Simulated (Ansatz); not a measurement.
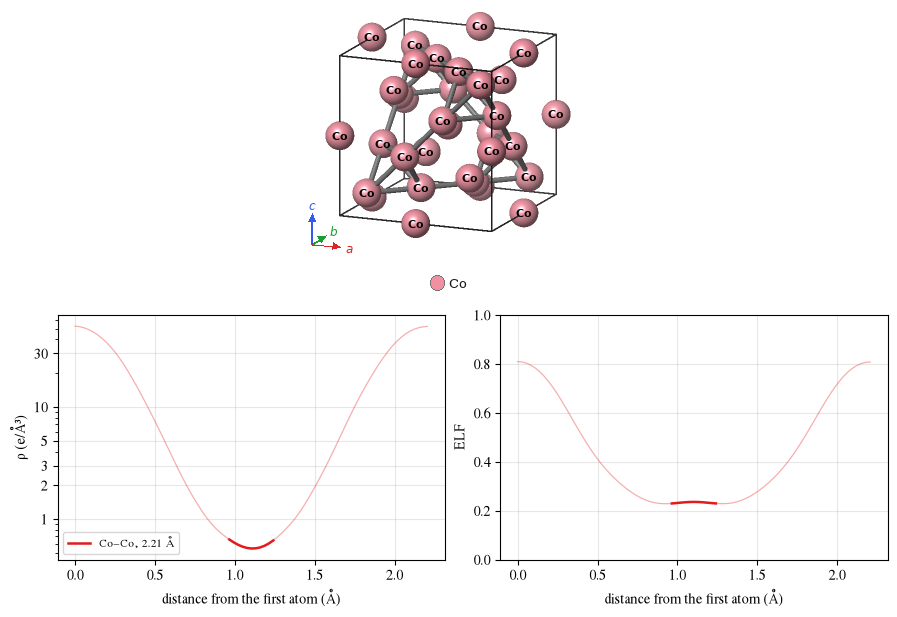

The picture shows: Co. Valence pseudo-density and electron localisation function along straight lines between neighbouring atoms. Thin, pale parts lie inside the atomic spheres. The structure is drawn too.

Space group Fd-3m; a point of a scan over the structure, not its minimum; a structure from a database of computed crystals, not necessarily the ambient phase; computed pressure about 32 GPa in this cell; the SCF solution may not be the lowest one; PAW files of the earlier set (soft_1); spin-polarised.

These are results of DFT PBE, scalar-relativistic, plane waves, PAW (Ansatz 0.2.0), not measurements.

Core electrons are frozen (PAW), and the valence fields are smoothed inside the atomic spheres.

Q: What can be read from the curves?

A: Co–Co (2.21 Å): ρ at the midpoint is about 0.55 e/Å³; the ELF is about 0.25 at the midpoint; no localised pair shows between them.
